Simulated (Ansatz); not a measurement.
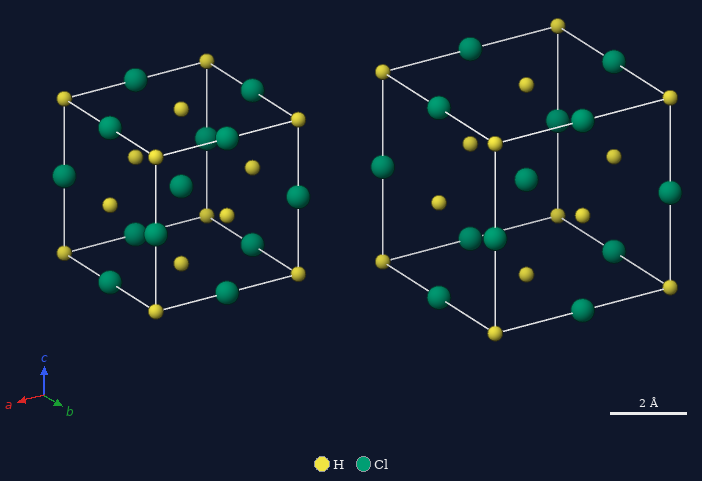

Two geometries of a crystal of HCl (set up in Fm-3m) (coarse preliminary run), drawn at one scale. One is the start of a relaxation, the other its converged end. The picture is a ball-and-stick view of the conventional cell (4 times the calculation's cell), seen from a free direction. Lengths and directions refer to the drawn axes.

The calculation used Ansatz, DFT PBEsol, scalar-relativistic, plane waves, PAW. Settings: plane-wave cutoff 420 eV; k-point mesh 6 × 6 × 6; occupations gaussian; smearing width 0.1 eV; no spin polarisation; cell and atoms relaxed; force threshold 0.05 eV/Å; at most 80 steps.

### Which geometry has the lower energy?

The left one is the relaxed one. No atom moves by more than 0.005 Å relative to the cell. The drawn cell changes as follows: a = b = c 5.475 → 4.457 Å (−18.6 %); the volume changes by −46.1 %. The space group stays Fm-3m (No. 225). After 5 accepted moves (6 points after the start) the energy has fallen by 547 meV per atom. All forces vanish by symmetry, so only the cell relaxes. The pressure goes from −10.32 to 0.03 GPa. The SCF was repeated once at an unchanged geometry on a basis and grid sized afresh for the cell, which shifted the energy by 0.7 meV per atom at most.

Limits of the set-up: layers or molecules are held without a dispersion correction, so their spacing is unreliable.
